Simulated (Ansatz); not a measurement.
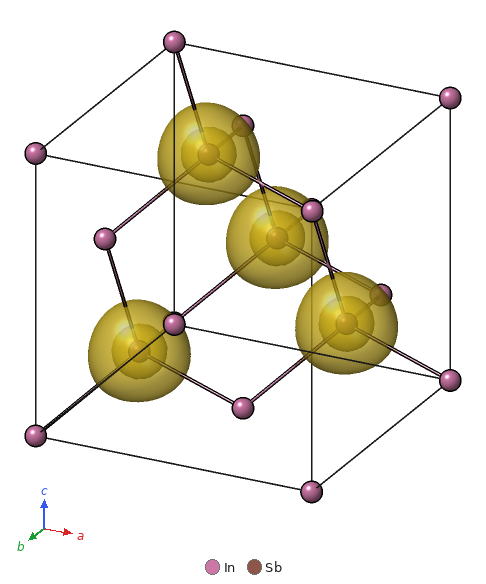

Figure. InSb. Density of the Kohn–Sham states from −10.8 to −8.7 eV about the Fermi level (a separate group of bands), scaled to one electron a cell: yellow surface at 0.06 1/Å³, in the conventional cell seen at an oblique angle.

Space group F-43m; the calculation finds a residual pressure of about 3 GPa at this fixed cell. No gap opens at this level; semilocal functionals can close small gaps. Spin-orbit coupling, left out here, splits and shifts the levels of such heavy elements, by tenths of an eV up to several eV.

Computed with Ansatz, DFT PBE, scalar-relativistic, plane waves, PAW.

In a PAW calculation such maps are meaningful between the atoms, not at the nuclei.

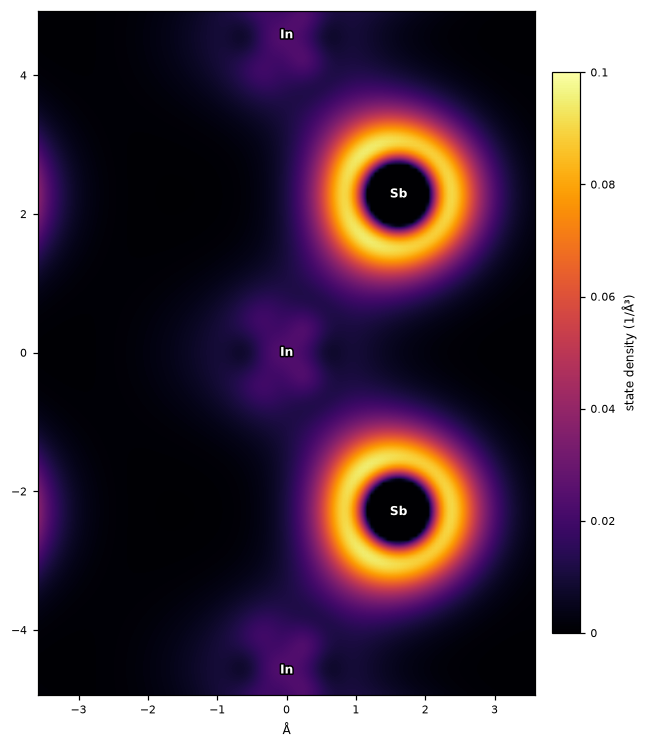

Also shown: a map on the (101) plane of the conventional cell.

**What is the character of these states?**

Projected on a minimal set of atomic orbitals (Löwdin), they are Sb 5s (60 %), In 5p (20 %) and In 5s (15 %).
In space (atomic cells sized by Bader volumes) the density divides as Sb about 80 % and In about 20 %.
The group holds 2 electrons when full, in the cell of the calculation (2 atoms).
